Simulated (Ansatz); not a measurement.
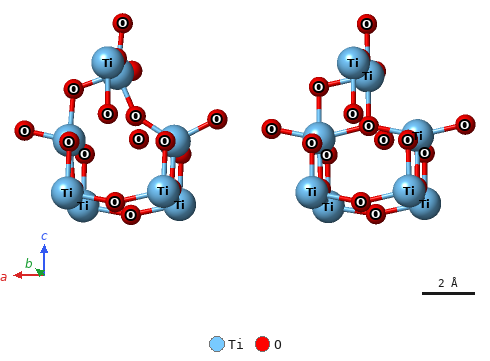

Two geometries of a defect cell of composition Ti₃₆O₇₁ (cell charge +2), drawn at one scale. One is the start of a relaxation, the other its converged end. The picture is a ball-and-stick view of the atoms within 4.2 Å of the atom that moves most (axes of the cell of the calculation (origin shifted)), seen from a free direction.

Method: DFT, PBEsol, PAW, plane waves (Ansatz 0.2.0). (plane-wave cutoff 420 eV; k-point mesh 1 × 1 × 1; mesh shifted by (0.25, 0.25, 0.25); no spin polarisation; atoms relaxed in a fixed cell; force threshold 0.03 eV/Å; at most 80 steps)

Q: Which geometry has the lower energy?

A: The left one is the relaxed one. The atom that moves furthest is an O atom (0.59 Å along [−1 0 1]). By element the largest moves are O 0.59 Å, Ti 0.27 Å. The lattice vectors keep their values. Among the contacts that change: O–Ti 1.993 → 2.744 Å, Ti–Ti 3.050 → 3.482 Å, O–Ti 2.014 → 1.855 Å, O–Ti 1.943 → 1.802 Å. Bonds break, among them: O–Ti (1.99 → 2.74 Å). Bond angles that change, for instance: Ti–O–Ti 103.3° → 146.8°, O–Ti–O 156.1° → 120.3°, O–Ti–O 178.5° → 151.0°. After 6 geometry steps the energy has fallen by 4.137 eV per cell of the calculation. The largest force component goes from 5.5 to 0.0082 eV/Å. Cost: 12 s on 1 × NVIDIA GB300 Max-Q with 8 threads of Arm Neoverse-V2, peak memory 2.2 GiB.

Limits of the set-up: the cell is charged, on a uniform background, and energies carry no finite-size correction.
